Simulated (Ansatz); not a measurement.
Consider Si7O16 (slab).

```cif
data_structure
_symmetry_space_group_name_H-M 'P 1'
_symmetry_Int_Tables_number 1
_cell_length_a 4.9476
_cell_length_b 5.4405
_cell_length_c 25.8577
_cell_angle_alpha 90.000
_cell_angle_beta 90.000
_cell_angle_gamma 90.001
_cell_volume 696.02
loop_
_atom_site_label
_atom_site_type_symbol
_atom_site_fract_x
_atom_site_fract_y
_atom_site_fract_z
_atom_site_occupancy
O1 O 0.02370 0.05756 0.27826 1
O2 O 0.81000 0.91310 0.31401 1
Si1 Si 0.00300 0.12485 0.33931 1
O3 O 0.87388 0.38064 0.35840 1
O4 O 0.23836 0.04605 0.37967 1
O5 O 0.47365 0.62117 0.40281 1
Si2 Si 0.76701 0.49848 0.41216 1
Si3 Si 0.26588 0.82986 0.42290 1
O6 O 0.97200 0.70840 0.43312 1
O7 O 0.74873 0.27966 0.45486 1
O8 O 0.37020 0.94940 0.47670 1
Si4 Si 0.55884 0.16668 0.50000 1
O9 O 0.37020 0.38395 0.52330 1
O10 O 0.74875 0.05372 0.54514 1
O11 O 0.97199 0.62496 0.56688 1
Si5 Si 0.26587 0.50351 0.57710 1
Si6 Si 0.76701 0.83489 0.58784 1
O12 O 0.47365 0.71220 0.59719 1
O13 O 0.23835 0.28734 0.62033 1
O14 O 0.87388 0.95272 0.64160 1
Si7 Si 0.00299 0.20851 0.66069 1
O15 O 0.80998 0.42025 0.68599 1
O16 O 0.02370 0.27580 0.72174 1
```

The calculation used Ansatz 0.2.0, DFT PBEsol, scalar-relativistic, plane waves, PAW.

> Predict the valence pseudo-density and electron localisation function between the atoms.

Si–O (1.62 Å): ρ is about 1.2 e/Å³ halfway; the ELF peaks at about 0.85 between the atoms: a polar covalent bond.

> Does the calculation make it a metal, or give it a gap?

It is gapped, with a Kohn–Sham gap of 2.8 eV on the k-point mesh (the band edges may lie off the mesh, which would make the gap smaller).

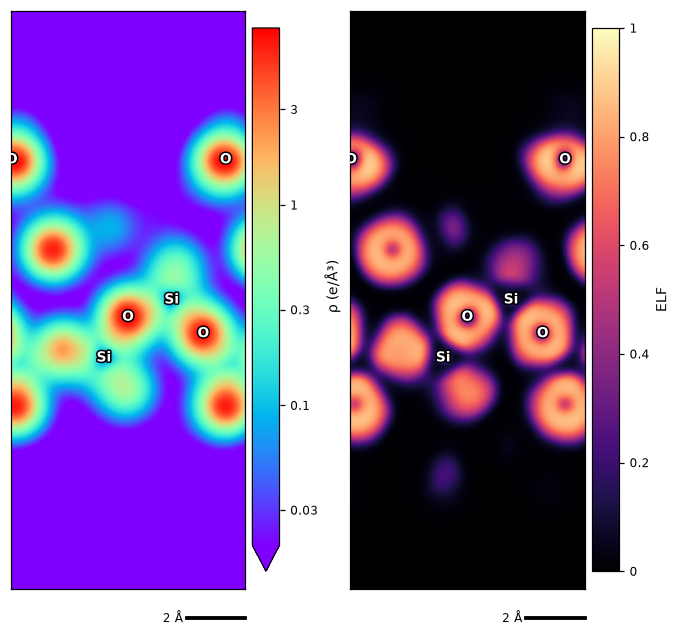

Computed valence pseudo-density and electron localisation function on the (11̄0) plane of the calculation cell, a cut from vacuum to vacuum, in this order. Atoms just off the plane (O, 0.3 Å away and Si, 0.6 Å away) can leave unmarked features too.

In a PAW calculation such maps are meaningful between the atoms, not at the nuclei.
